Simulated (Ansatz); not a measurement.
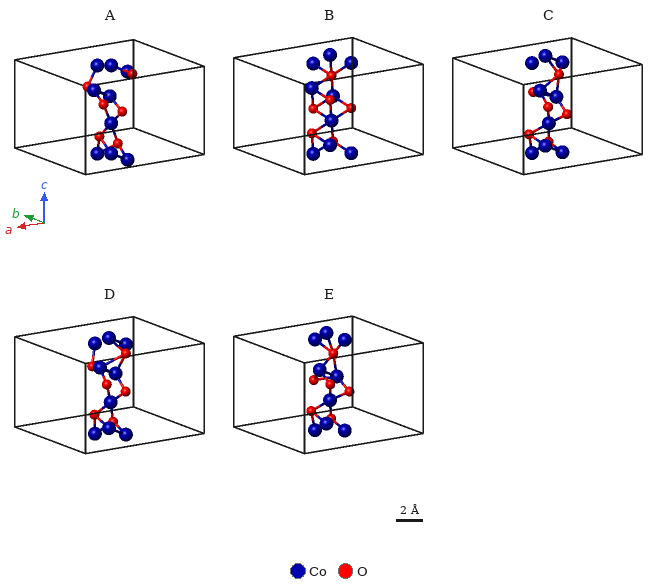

5 geometries from one relaxation of a wire of composition CoO, in shuffled order. A ball-and-stick model of the cell of the calculation, with the vacuum cut short, seen from a free direction.

Case: wire along [1 1 1], 12 atoms a period.

Method: Ansatz 0.2.0, DFT PBE, scalar-relativistic, plane waves, PAW. Set-up: plane-wave cutoff 420 eV; k-point mesh 1 × 1 × 8; occupations gaussian; smearing width 0.05 eV; collinear spin; cell relaxed at fixed a, b, alpha, beta, gamma; force threshold 0.02 eV/Å; at most 45 steps.

Q: Order the frames from highest to lowest energy.

A: B, E, C, D, A. They are steps 0, 5, 9, 21, 33, at +10.533 eV per cell of the calculation, +3.658 eV per cell of the calculation, +1.760 eV per cell of the calculation, +0.615 eV per cell of the calculation relative to the last. The energy falls by 10.533 eV per cell of the calculation in 29 accepted moves (33 points after the start). Largest force component: 2.7 eV/Å at the start, 0.018 eV/Å at the end. The line search rejected the trial steps at points 13, 19, 27 of the run. At 1 point the geometry stayed and the basis and grid were re-selected for the new cell (energy shift of 11.5 meV per cell of the calculation at most each time). An O atom moves most relative to the centre of the atoms: 2.08 Å. By element the largest moves are O 2.08 Å, Co 0.71 Å. Along the periodic axis the drawn cell goes c 7.358 → 7.187 Å (−2.3 %). Some distances before and after: Co–O 2.124 → 3.999 Å, Co–O 3.679 → 1.840 Å, Co–O 2.124 → 3.519 Å, Co–O 2.124 → 3.315 Å. New bonds form, among them: Co–O (3.68 → 1.84 Å). Bonds break, among them: Co–O (2.12 → 3.31 Å), Co–O (2.12 → 3.52 Å), Co–O (2.12 → 4.00 Å). Among the angles between lasting bonds that change: O–Co–O 90.0° → 143.7°, O–Co–O 90.0° → 135.8°, Co–O–Co 90.0° → 116.9°. Cost: 22 min on 4 threads of Intel(R) Xeon(R) Platinum 8488C (Sapphire Rapids), with other jobs on the host, peak memory 3.4 GiB.
